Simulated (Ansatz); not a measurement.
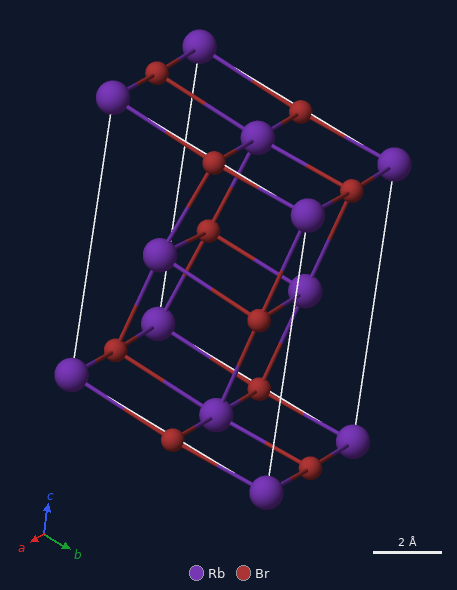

The structure above is drawn in ball-and-stick style and viewed slightly off an axis. The edges of the unit cell are marked. Cell: a = 6.92 Å, b = 6.92 Å, c = 8.41 Å, α = 113.67°, β = 113.17°, γ = 90.98°.

The structure is a known structure type with the cell strained and the atoms shaken on purpose; no relaxation was done. A calculation with Ansatz used it as input.

**What can be read from this drawing?**

Formula: RbBr. All rotations and mirrors are lost; the group is P1. It is a distorted form of a face-centred cubic structure, space group Fm-3m (No. 225) within 0.45 Å: rock salt (NaCl type). Cell content 4 Rb, 4 Br; Z = 4. Rb sits among six Br in a distorted octahedral arrangement at about 3.3 to 3.7 Å. Br sits among six Rb in a distorted octahedral arrangement at about 3.3 to 3.7 Å. The bonds build a three-dimensional framework.

Setup: DFT, PAW plane waves, r2SCAN in Ansatz 0.2.0; a basis cut at 500 eV, k-points about 0.34 Å⁻¹ apart, Fermi-Dirac smearing of 0.1 eV, no spin polarisation.

**Predict the gap.**

An insulator at this level, with a gap of 5.33 eV on the k-mesh.

**How are the electrons shared out in a Bader analysis?**

Rb +0.84 e; Br -0.84 e.

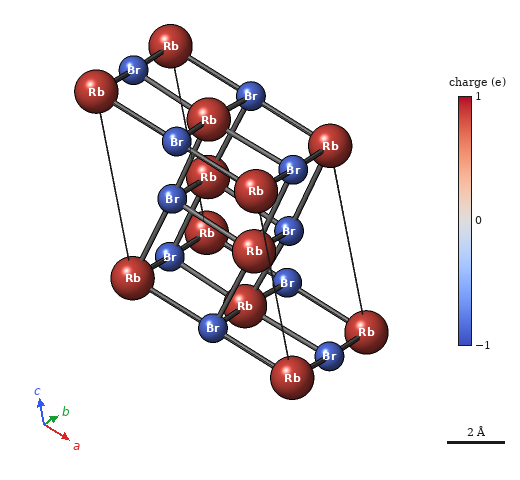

The atoms coloured by those charges. The run's cell of 8 atoms is drawn in a reduced setting, so axes and origin can differ from the first picture.

**Can this geometry be taken as optimised?**

No. The largest force is 0.34 eV/Å, on Rb. The pressure is 0.2 GPa, so the cell would expand.

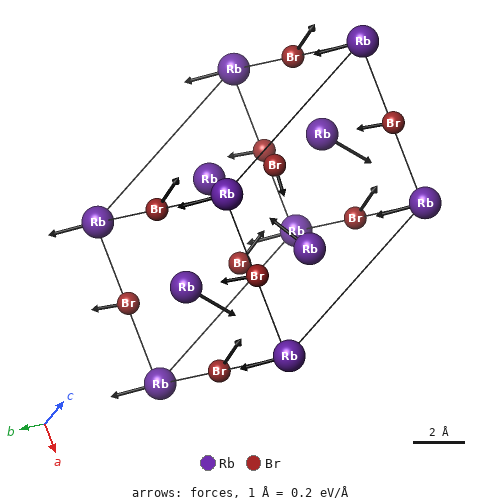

The forces as arrows. The run's cell of 8 atoms is drawn in a reduced setting, so axes and origin can differ from the first picture.
